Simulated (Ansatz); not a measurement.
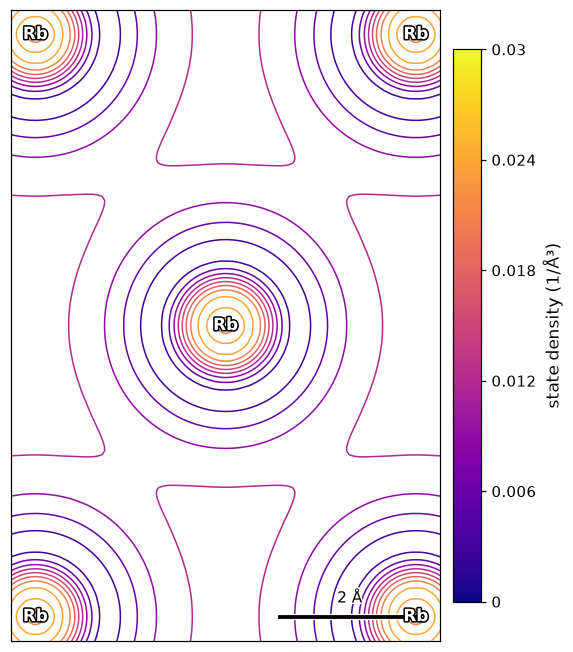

*Rb. Density of the Kohn–Sham states from −1.2 to 0.0 eV about the Fermi level (the filled states just under the Fermi level), scaled to one electron a cell: a map on the (110) plane of the conventional cell.*

Space group I4/mmm. This isn't the usual form at ambient conditions. The cell comes from a database of computed structures, not from a measurement.

These are results of DFT r2SCAN, scalar-relativistic, plane waves, PAW in Ansatz, not measurements.

In a PAW calculation such maps are meaningful between the atoms, not at the nuclei.

```
Rb
1.0
     5.90902    0.00000    0.00000
     0.00000    5.90902    0.00000
     0.00000    0.00000    5.46169
Rb
2
Cartesian
  0.0000 0.0000 0.0000
  2.9545 2.9545 2.7308
```

Q: Which atoms and orbitals make up these states?

A: Projected on a minimal set of atomic orbitals (Löwdin), they are Rb 5s (over 95 %).

The run took 14 s on 1 thread of Arm Neoverse N1, with other jobs on the host, peak memory 0.59 GiB.
